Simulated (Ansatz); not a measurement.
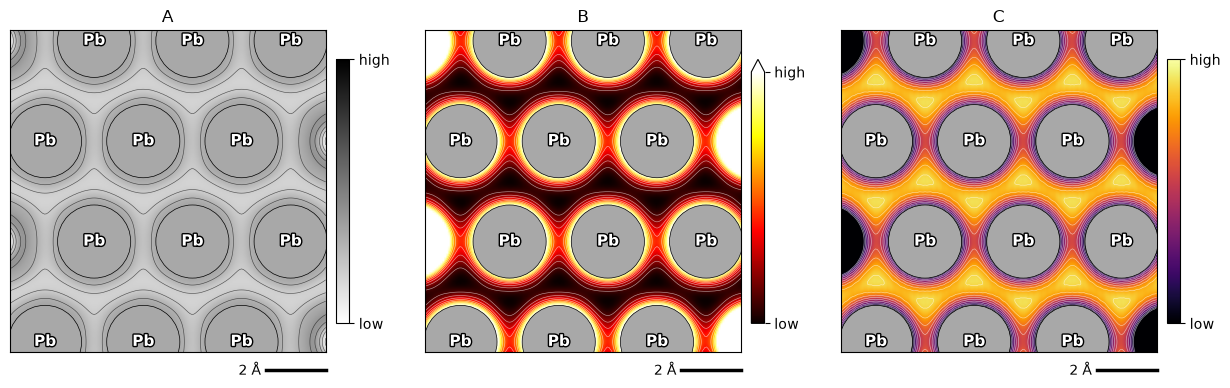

Pb: 3 fields on the (011̄) plane of the conventional cell, with unlabelled colour scales. Grey discs cover the atomic cores.

Space group R-3m.

Level of theory: DFT PBEsol, scalar-relativistic, plane waves, PAW in Ansatz.

```
CELL_PARAMETERS angstrom
2.32417 0.00000 -2.32417
-2.32417 2.32417 0.00000
5.57801 5.57801 5.57801
ATOMIC_POSITIONS crystal
Pb 0.00000 0.00000 0.00000
Pb 0.66667 0.33333 0.33333
Pb 0.33333 0.66667 0.66667
```

Q: The panels show electron localisation function, electrostatic potential energy of an electron and valence pseudo-density in some order. Assign them.

A: Panel A: electron localisation function. Panel B: valence pseudo-density. Panel C: electrostatic potential energy of an electron (low next to the atoms, rising into the space between them). From the grid: Pb–Pb (3.29 Å): ρ is about 0.17 e/Å³ halfway; the ELF is about 0.25 at the midpoint; no localised pair shows between them.
